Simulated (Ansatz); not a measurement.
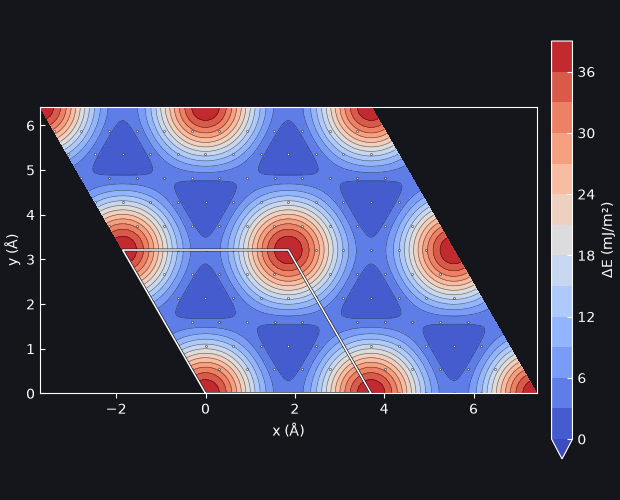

A bilayer of two PtSe₂ sheets (1T type) (6 atoms in the cell). The upper layer of a bilayer is slid over the lower one; relaxed at each slide: nothing; the origin of the map has Se4 above Se3; the distance between the facing planes is held at 3.71 Å. Places are given modulo a cell vector. The map is drawn in real space over the plane of the slide. The scan uses a 6 × 6 grid; 10 points were computed and 26 follow by symmetry. All energies are given in mJ/m² relative to the lowest grid point. At a held distance the lowest stacking need not be the one that binds best once the distance relaxes. These are results of DFT PBE+D3(BJ), scalar-relativistic, plane waves, PAW (Ansatz 0.2.0), not measurements. Settings: cutoff 420 eV, k-mesh 9×9×1, gaussian smearing 0.05 eV, no spin polarisation.

In the figure: filled contours, dots at the grid points, the outline of one cell of the 2 × 2 shown. Between grid points the surface is interpolated.

The lowest grid point is at (4/6, 2/6) of the cell vectors. There is a further well near (2/6, 4/6) of the cell vectors (0.3 mJ/m² above the lowest at that grid point). The highest grid point, (0/6, 0/6) of the cell vectors, lies 38.5 mJ/m² above the lowest. On the interpolated surface the easiest way out of the lowest well to a well of about the same depth near (2/6, 4/6) of the cell vectors passes a barrier of about 3.5 mJ/m². Facing atoms of the upper layer at the lowest point: Se above Pt of a deeper plane, the Pt behind them above Se; at the highest: Se above Se, the Pt behind them above Se.

The upper layer is now turned by 180 degrees about the normal; all else is set up alike.

How does the landscape change?

Answer. The old lowest place, (4/6, 2/6) of the cell vectors, stays lowest, and (2/6, 4/6) of the cell vectors becomes an equal well. The span from the lowest to the highest grid point grows from 38.5 to 51.4 mJ/m². The easiest pass out of the lowest well goes from about 3.5 to about 4.5 mJ/m² on the interpolated surfaces. In the new map: facing atoms of the upper layer at the lowest point: Se above Se of a deeper plane, the Pt behind them above Se; at the highest: Se above Se, the Pt behind them above Pt.

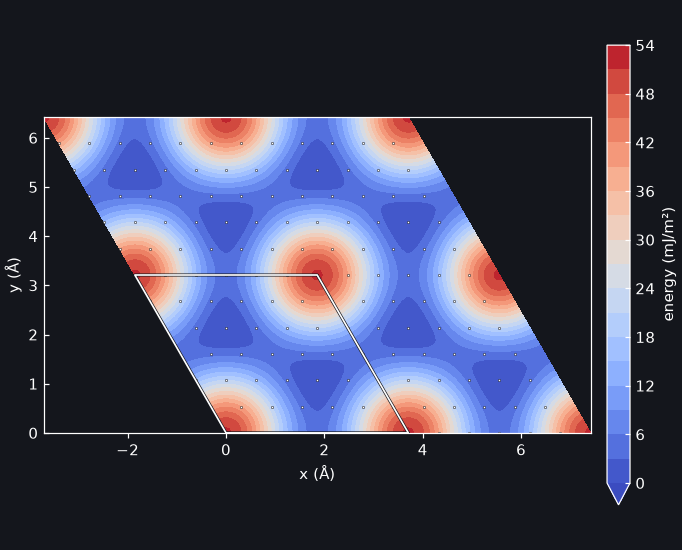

The map after the change, on a colour scale of its own. Drawn: filled contours, dots at the grid points, the outline of one cell of the 2 × 2 shown. Between grid points the surface is interpolated.

PAW datasets: the set soft_1.
